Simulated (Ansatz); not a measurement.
Input of the run:

```
crystal:
  lattice:
    - [2.6233490555, 0.0, 0.0]
    - [0.0, 2.6233490555, 0.0]
    - [0.0, 0.0, 2.6233490555]
  atoms:
    - { symbol: Mg, position: [0.0, 0.0, 0.0] }
    - { symbol: O, position: [0.5, 0.5, 0.5] }
kpoints:
  mp_grid: { grid: [10, 10, 10] }
  band_path:
    path:
      - [[0.0, 0.0, 0.0], [-2.9943068599e-70, 0.5, 1.223582212175e-35], [0.5, 0.5, -3.670746636524e-35], [0.0, 0.0, 0.0], [0.5, 0.5, 0.5], [-2.9943068599e-70, 0.5, 1.223582212175e-35]]
      - [[0.5, 0.5, 0.5], [0.5, 0.5, -3.670746636524e-35]]
    npoints: 10
hamiltonian:
  xc: pbe
scf:
  occupations: { method: fermi_dirac, width: 0.02 }
  n_extra_bands: 4
output:
  forces: true
  stress: true
  eigenvalues: true
  write_density: true
  write_potential: true
  elf: true
  volumetric_format: npy
```

Launched with:
```bash
ansatz run input.yaml --threads 4 --pin off --max-ram 7372MiB --backend cpu --events-out ev --progress --plain --runs-dir out
```

What does the calculation give for the electronic structure? The path is Γ–X–M–Γ–R–X|R–M.

The bands leave a gap. The gap along this path is 2.64 eV and indirect, from the valence-band top at M to the conduction-band bottom at Γ; the smallest direct gap is 3.66 eV, at Γ. The top valence level at M is a single band, not degenerate (spin aside). The direct gaps are 5.02 eV at M, 7.70 eV at X and 3.66 eV at Γ.

The cell is at 6 GPa in this functional.

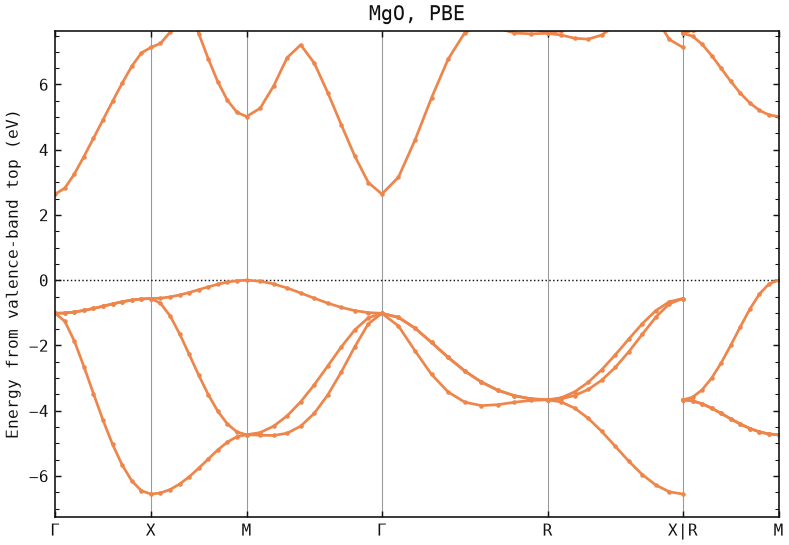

Band structure. Energies are counted from the top of the valence band.
